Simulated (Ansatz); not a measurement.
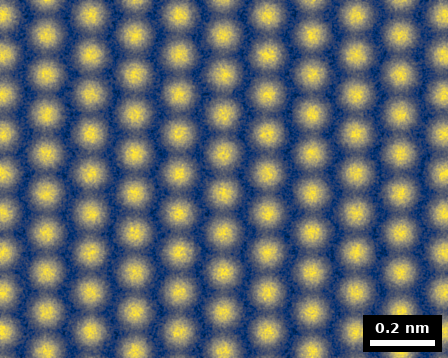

HAADF-like image of Ni. Simulation: incoherent imaging, intensity Z^1.7 per atom, probe width 0.65 Å, thin sample. The display is stretched by a gamma of 0.65; percentages refer to the linear signal. Shot noise was added.

**What two-dimensional lattice does the image show, and how large is its cell?**

The pattern repeats on a centred rectangular net of 1.2 × 2.8 Å.

**What is the plane group of the image?**

c2mm: perpendicular mirror lines on a centred net, with further twofold points between them.

**How many columns does the smallest repeating cell hold, and how many levels of brightness?**

1 column in the primitive cell of 1.7 Å², all of one brightness.

The crystal is Ni (Im-3m, No. 229) seen along [210]. Model: a calculation's starting geometry; the starting structure was generated, so it need not be a known form of this composition.
